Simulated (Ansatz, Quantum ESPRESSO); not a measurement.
# Evanescent states of GaN, zinc blende type, lattice constant set to 4.615 Å, part 4 of 4

Wanted: the complex band structure of GaN, zinc blende type, lattice constant set to 4.615 Å, as for a tunnel barrier.

Quantum ESPRESSO 7.5; plane-wave DFT, LDA, GBRV ultrasoft pseudopotentials; cross-check by Ansatz 0.2.0 with PAW datasets.

So far. Step 2 (Self-consistent run): The run needed 10 iterations to bring the estimated error under 1e-09 Ry.

## 6. The same in Ansatz

A second code with its own PAW datasets, on the same atoms.

Level of this step: plane-wave DFT, LDA, Ansatz PAW (Ansatz 0.2.0).

File input.yaml:

```yaml
crystal:
  lattice:
    - [3.2632977952, 0.0, 0.0]
    - [0.0, 3.2632977952, 0.0]
    - [0.0, 0.0, 4.615]
  atoms:
    - { symbol: Ga, position: [0.0, 0.0, 0.0] }
    - { symbol: "N", position: [0.5, 0.0, 0.25] }
    - { symbol: Ga, position: [0.5, 0.5, 0.5] }
    - { symbol: "N", position: [0.0, 0.5, 0.75] }
kpoints:
  mp_grid: { grid: [8, 8, 6] }
hamiltonian:
  xc: lda
scf:
  occupations: { method: fixed }
  convergence: { dr2_threshold: 1.0e-09 }
output:
  transmission:
    leads: [[0, 0]]
    kpoints: [[0, 0], [0.5, 0], [0.5, 0.5], [0.25, 0]]
    e_range: [-2.04, 4.93]
    de: 0.17
```

On the command line:

```
$ ansatz run input.yaml --threads 2 --pin off --max-ram 4096MiB --backend cpu --events-out ev --progress --plain --runs-dir out
```

Numbers of over 12 decimals in the logs are rounded to 6 here.

Log:

```text
Engine: ansatz 0.2.0, x86_64-unknown-linux-gnu
Pseudopotentials: kind: paw
Pseudopotential: Ga, paw, valence charge 13, recommended cutoff 420 eV (normal), Ga.paw.azcp
Pseudopotential: N, paw, valence charge 5, recommended cutoff 420 eV (normal), N.paw.azcp
Functional definition: SPW92
  exchange = slater_x
  correlation = pw_c
Crystal: 4 atoms, lattice volume = 49.146 Å³
Basis set: ecut = 420 eV, 999 PW (Γ)
Bands: 22, of which v1, the nominal top of the filled ones, is band 18 counted from 1 (17 counted from 0)
Symmetry: 16 space group operations
Space group: F-43m (ITA 216), of the structure as read, at distance tolerance 3.7e-5 Å
k-points: 60 of 384 (time reversal used)
Non-local potential: Ga, projectors of the file, l = 0: 2, l = 1: 2, l = 2: 3, l = 3: 1
Non-local potential: N, projectors of the file, l = 0: 2, l = 1: 2, l = 2: 1
PAW form: soft (Blöchl's): semilocal exchange-correlation on the pseudo side does not see the compensation charge
PAW frozen core: Ga, regenerated for the run's functional, and the local potential with it (the file was generated under x = pbe(κ = 0.804, μ = 0.219515), c = pbe(β = 0.066725))
PAW frozen core: N, regenerated for the run's functional, and the local potential with it (the file was generated under x = pbe(κ = 0.804, μ = 0.219515), c = pbe(β = 0.066725))
PAW one-centre angular grid: Ga, 590 points (default); XC on 64 Gauss nodes
PAW one-centre angular grid: N, 110 points (default); XC on 64 Gauss nodes
Initial density: superposition of atomic densities (neutral atoms: chi_scale 0, normalization atom), corrected by the library's trained network
Initial wavefunctions: pseudopotential atomic-orbital guess
Functional: x = slater, c = lda
SCF iter   1: F=—  HF=-8163.906736 eV  |F-HF|=—  |Δ(HF+E_count)|=         —  Δρ=1.38e-2  dr2=9.37e-2  ethr=1.77e-3  ⟨swp⟩=4.2  Hψ=4563  notcnv=0  defer=71
preconditioner: auto → none  [insulator: Δε(μ)=1.157 eV  Ē_g=15.934 eV  n_scr=14 (ndim 8)  ℏωp=31.8 eV  f_vac=0.003  ε∞_Penn≈5.0]
SCF iter   2: F=—  HF=-8163.887178 eV  |F-HF|=—  |Δ(HF+E_count)|=   1.96e-2  Δρ=7.78e-3  dr2=2.33e-2  ethr=2.60e-4  ⟨swp⟩=2.1  Hψ=2294  notcnv=0  defer=120
SCF iter   3: F=—  HF=-8163.880480 eV  |F-HF|=—  |Δ(HF+E_count)|=   6.70e-3  Δρ=1.75e-3  dr2=6.18e-4  ethr=6.48e-5  ⟨swp⟩=2.0  Hψ=1834  notcnv=0  defer=120
SCF iter   4: F=—  HF=-8163.880239 eV  |F-HF|=—  |Δ(HF+E_count)|=   2.41e-4  Δρ=6.02e-4  dr2=5.56e-5  ethr=1.72e-6  ⟨swp⟩=2.5  Hψ=2309  notcnv=0  defer=117
SCF iter   5: F=—  HF=-8163.880209 eV  |F-HF|=—  |Δ(HF+E_count)|=   3.02e-5  Δρ=3.35e-5  dr2=2.69e-7  ethr=1.54e-7  ⟨swp⟩=2.0  Hψ=2262  notcnv=0  defer=1
SCF iter   6: F=—  HF=-8163.880209 eV  |F-HF|=—  |Δ(HF+E_count)|=   2.36e-7  Δρ=9.61e-6  dr2=2.14e-8  ethr=7.46e-10  ⟨swp⟩=2.8  Hψ=2406  notcnv=0  defer=1
SCF iter   7: F=-8163.880209 eV  HF=-8163.880209 eV  |F-HF|=1.83e-10  |Δ(HF+E_count)|=   5.31e-9  Δρ=1.52e-6  dr2=5.28e-10  ethr=2.78e-12  ⟨swp⟩=2.1  Hψ=5113  notcnv=0
SCF 1 converged in 7 iterations: F = -8163.880209 eV  dr2 = 5.28e-10
  greatest PAW one-centre occupation: 0.995 electrons in one spin orbital (limit 2), on the Ga atom at site 2 (counted from 0), in its partial waves of l = 2
transmission: 8 of 32 steps passed
transmission: 16 of 32 steps passed
transmission: 24 of 32 steps passed
transmission: 32 of 32 steps passed
SCF converged after 7 iterations
Free energy (F): -8163.880209 eV
Harris-Foulkes:  -8163.880209 eV  (|F-HF|=1.83e-10)
Internal energy: -8163.880209 eV  (E = F + TS)
E sigma→0 (E₀):  -8163.880209 eV
Fermi energy:    8.236688 eV
--- Per-component energies (eV) ---
  E_band       = -59.710425
  E_kinetic    = 487.291006
  E_local      = -4017.014647  (includes V_loc(G=0)·N_el)
  E_nonlocal   = 954.390639
  E_hartree    = 1831.652639
  E_xc         = -253.145890
  E_vxc        = -265.161119  (∫ρ·V_xc dr)
  E_paw        = -4070.098304  (= ΣΔE_a)
  E_vpaw       = -882.520775  (= ΣTr[D̂ρ^β])
  E_aug_tail   = -0.000103  (compensation charges beyond the density's cutoff)
  E_ewald      = -3100.572596
  E_core_change = 3.617048  (= ΣΔE_core)
  E_smearing   = -0.000000  (= −TS)
  E_closure    = 0.000000  (closes the sum)
  Σ components = -8163.880209   (vs F -8163.880209, Δ=0.00e0)
--- Band table (eV; the first three rows and the last of 60) ---
  k-point 0: bands = [... 14 lower, 5.7465, 8.2366, 8.2367, 8.2367, 9.5109, 11.4743, 14.2924, 17.9193]
  k-point 1: bands = [... 14 lower, 5.8864, 7.3368, 8.0309, 8.0309, 10.4361, 11.7123, 14.3670, 17.3118]
  k-point 2: bands = [... 14 lower, 6.2821, 6.2821, 7.5066, 7.5066, 11.6796, 12.2776, 14.5383, 16.0870]
  k-point 59: bands = [... 14 lower, 4.8027, 4.8027, 4.8866, 4.8866, 14.2139, 14.2139, 15.7699, 15.7699]
--- Transmission ---
  basis      : 97 plane waves across, 8 finite elements along
  points     : 4, as listed
  energies   : 42 from -2.040000 to 4.930000 eV about the Fermi level, 0.170000 eV apart; the leads are filled to 0.637100 eV, and channels, transmission and decay are at 0.680000 eV
  crystal 0  : N2Ga2, at the sites [0, 0], period 4.6150 Å: whole cells are its period
    offset         : up to 0.0000 Å between an atom of the period and one for which it stands
    channels       : 0.000000e0 a spin
    conductance    : none, the energies end too early or step too widely for 300 K: set another output.transmission.e_range or a lower de, or, where they end at an eighth of basis.ecutwfc, a higher one
    slowest decay  : 0.1010 /Å at (0.0000, 0.0000)
```

Run time: 14 s. Hardware: 2 threads of AMD EPYC 7B13 (Zen 3), shared host; peak memory 0.39 GiB.

Read from the output:

| Quantity | Value |
| --- | --- |
| free energy | -8163.8802 eV |
| gap by band count | 1.274 eV |
| symmetry operations | 16 |
| slowest decay at the grid energy nearest mid-gap | 0.101 Å⁻¹ |
| peak of the smallest κ at the zone centre | 0.1010 Å⁻¹ |
| peak of the smallest κ at (1/2, 0) | 0.3489 Å⁻¹ |
| peak of the smallest κ at (1/4, 0) | 0.3498 Å⁻¹ |
| valence top, on the run's zero | 8.237 eV |

K across = (0, 0) in the cell's reciprocal vectors; values within 0.0025 1/Å of each other count once, columns are sorted by size at each energy, a dash where no further value was kept. Im kz of the slowest decaying states against energy, zero at the highest filled level of the SCF mesh:

```tsv
energy (eV)	decay 1 (Å⁻¹)	decay 2 (Å⁻¹)	decay 3 (Å⁻¹)
-2.040	1.01	-	-
-1.530	0.944	-	-
-1.020	0.884	-	-
-0.510	0.824	-	-
0.000	0.00417	0.00828	0.763
0.510	0.0993	0.331	0.701
1.020	0.0807	0.445	0.634
1.530	0.52	0.560	1.29
2.040	0.474	0.574	1.20
2.550	0.365	0.613	1.12
3.060	0.190	0.642	1.04
3.570	0.662	0.951	1.49
4.080	0.675	0.857	1.45
4.420	0.108	0.681	0.790
```

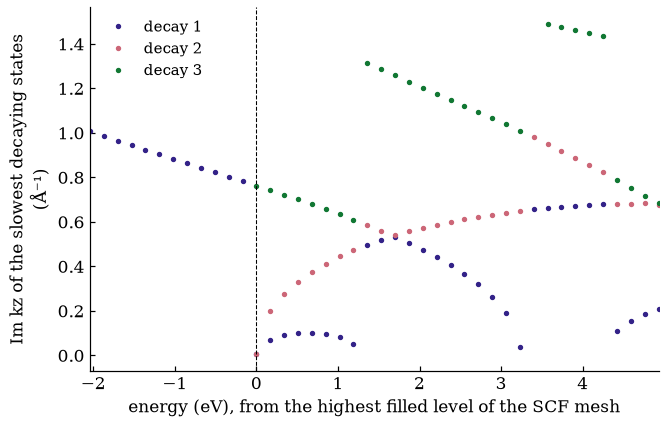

Im kz of the slowest decaying states against energy.

K across = (0, 0) in the cell's reciprocal vectors. The Re kz of states that move upwards by energy, zero at the highest filled level of the SCF mesh:

```tsv
energy (eV)	channel 1 (Å⁻¹)	channel 2 (Å⁻¹)	channel 3 (Å⁻¹)
-2.040	-0.431	0.415	0.415
-1.530	-0.340	0.625	0.625
-1.020	-0.557	-0.557	-0.248
-0.510	-0.369	-0.369	-0.154
0.000	-	-	-
0.510	-	-	-
1.020	-	-	-
1.530	0.0991	-	-
2.040	0.199	-	-
2.550	0.289	-	-
3.060	0.380	-	-
3.570	0.271	0.480	-
4.080	0.470	0.611	-
4.420	-	-	-
```

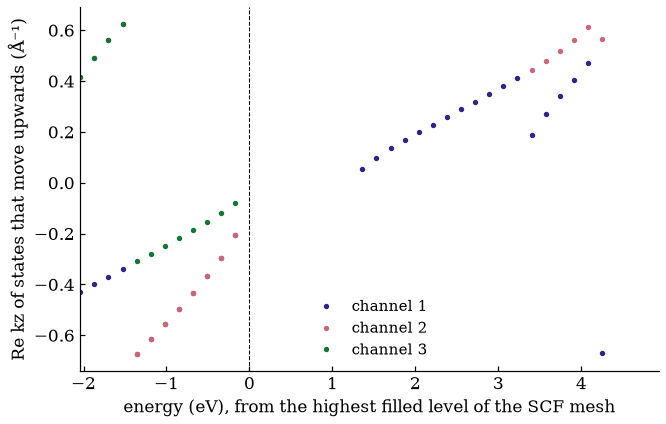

Re kz of states that move upwards against energy.

K across = (1/2, 0) in the cell's reciprocal vectors; values within 0.0025 1/Å of each other count once, columns are sorted by size at each energy, a dash where no further value was kept. Table of Im kz of the slowest decaying states by energy, zero at the highest filled level of the SCF mesh:

```tsv
energy (eV)	decay 1 (Å⁻¹)	decay 2 (Å⁻¹)	decay 3 (Å⁻¹)
-2.04	1.02	-	-
-1.70	0.919	-	-
-1.19	0.657	1.49	-
-0.85	0.0652	0.344	1.45
-0.34	0.217	0.773	1.38
0.00	0.265	0.851	1.33
0.34	0.298	0.897	1.29
0.85	0.331	0.936	1.22
1.19	0.343	0.951	1.18
1.70	0.349	0.962	1.12
2.04	0.345	0.963	1.08
2.55	0.326	0.959	1.01
2.89	0.302	0.953	0.969
3.23	0.267	0.926	0.945
3.74	0.177	0.860	0.928
4.08	0.815	0.914	-
4.59	0.745	0.890	-
4.93	0.695	0.871	-
```

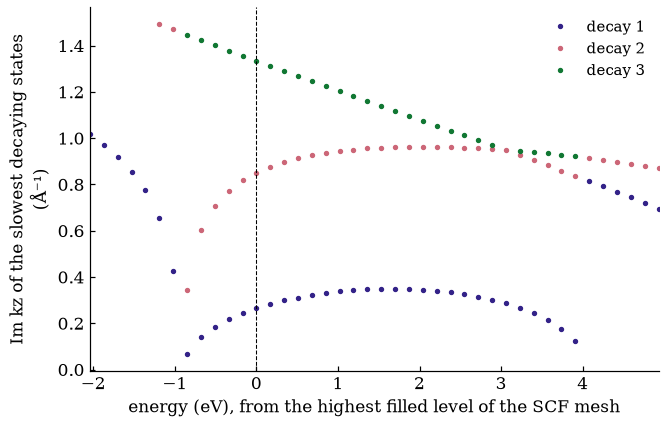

Im kz of the slowest decaying states, plotted against energy.

K across = (1/2, 1/2) in the cell's reciprocal vectors; values within 0.0025 1/Å of each other count once, columns are sorted by size at each energy, a dash where no further value was kept. The Im kz of the slowest decaying states by energy, zero at the highest filled level of the SCF mesh:

```tsv
energy (eV)	decay 1 (Å⁻¹)	decay 2 (Å⁻¹)
-2.040	0.255	0.280
-1.530	0.332	0.379
-1.020	0.370	0.438
-0.510	0.388	0.475
0.000	0.391	0.500
0.510	0.383	0.515
1.020	0.365	0.522
1.530	0.335	0.522
2.040	0.293	0.516
2.550	0.230	0.504
3.060	0.121	0.486
3.570	0.461	-
4.080	0.428	-
4.420	0.401	-
```

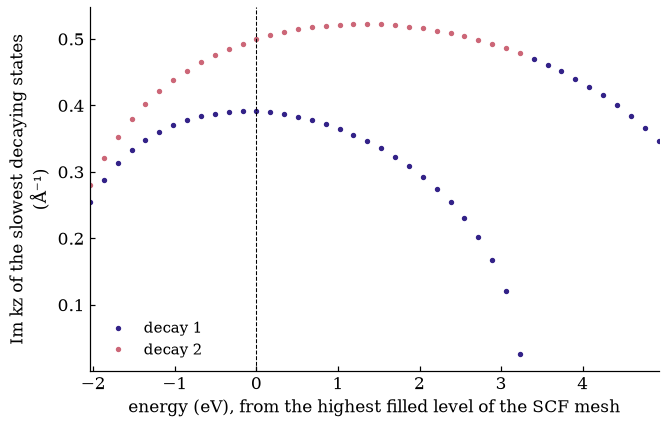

Im kz of the slowest decaying states, plotted against energy.

K across = (1/4, 0) in the cell's reciprocal vectors; values within 0.0025 1/Å of each other count once, columns are sorted by size at each energy, a dash where no further value was kept. The Im kz of the slowest decaying states by energy, zero at the highest filled level of the SCF mesh:

```tsv
energy (eV)	decay 1 (Å⁻¹)	decay 2 (Å⁻¹)	decay 3 (Å⁻¹)
-2.04	0.128	0.163	1.31
-1.70	0.172	1.26	-
-1.19	0.127	1.19	-
-0.85	1.14	-	-
-0.34	0.126	1.08	-
0.00	0.220	0.263	1.03
0.34	0.273	0.425	0.986
0.85	0.320	0.570	0.918
1.19	0.338	0.642	0.873
1.70	0.350	0.731	0.805
2.04	0.347	0.758	0.784
2.55	0.325	0.685	0.867
2.89	0.293	0.632	0.949
3.23	0.228	0.576	1.01
3.74	0.311	0.479	0.992
4.08	0.387	0.399	0.980
4.59	0.211	0.449	0.958
4.93	0.477	0.942	1.07
```

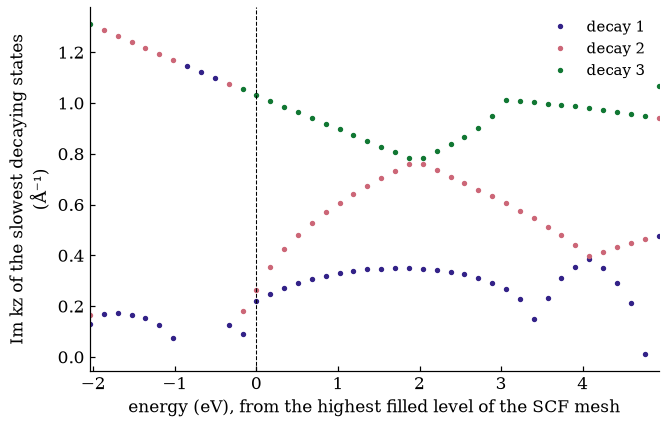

Im kz of the slowest decaying states against energy.

## 7. Worked from the printed numbers

T falls as exp(−2κd). With κ = 0.102 1/Å, 10 Å of barrier pass exp(−2 × 0.102 × 10) = 0.13 of that channel, interfaces aside.

## 8. Results

```
gap on the SCF mesh                                                  : 1.28 eV
smallest κ at mid-gap among the four k points, at the zone centre    : 0.102 Å⁻¹
peak of the smallest κ in the stop band at the zone centre           : 0.102 Å⁻¹
peak of the smallest κ in the stop band at (1/2, 0)                  : 0.349 Å⁻¹
peak of the smallest κ in the stop band at (1/4, 0)                  : 0.350 Å⁻¹
energy of the peak at the zone centre, over the highest filled level : 0.68 eV
peak at the zone centre by Ansatz                                    : 0.101 Å⁻¹
```

With a gap of 1.28 eV on the mesh, the smallest κ at mid-gap among the four k points, at the zone centre is 0.102 Å⁻¹ (LDA, GBRV ultrasoft). For a barrier with the Fermi level at mid-gap the slowest state found, at the zone centre, loses a factor of ten in probability every 11 Å or so. Stop bands away from the zone centre are mostly wider than the gap, so their peaks can lie above the conduction bottom. At the zone centre pwcond's peak is 0.102 and Ansatz's 0.101 1/Å, 1 % apart. The cell is the a/√2 one, turned by 45°, with two primitive cells, so X along [001] folds onto kz = 0. A semilocal gap is too small, often by a third to a half and by more in narrow-gap crystals, so real barriers decay faster. Spin-orbit coupling is left out; depending on the atoms that carry the levels of interest, it can split and shift them by some tens of meV.

[Logs are printed without paths, hosts, clocks, repeated set-up lines and the standing remarks that a program may print on its own settings, such as how far it seeks lower states.]

[Hosts, paths, dates, database ids (printed as entryN), source tags and the programs' standing remarks are cut or masked in the printed files.]

[Maps of the electrostatic potential energy from Ansatz leave out the sawtooth potential of an applied field or a dipole correction, so their vacuum need not be flat; planar profiles and work functions include it.]
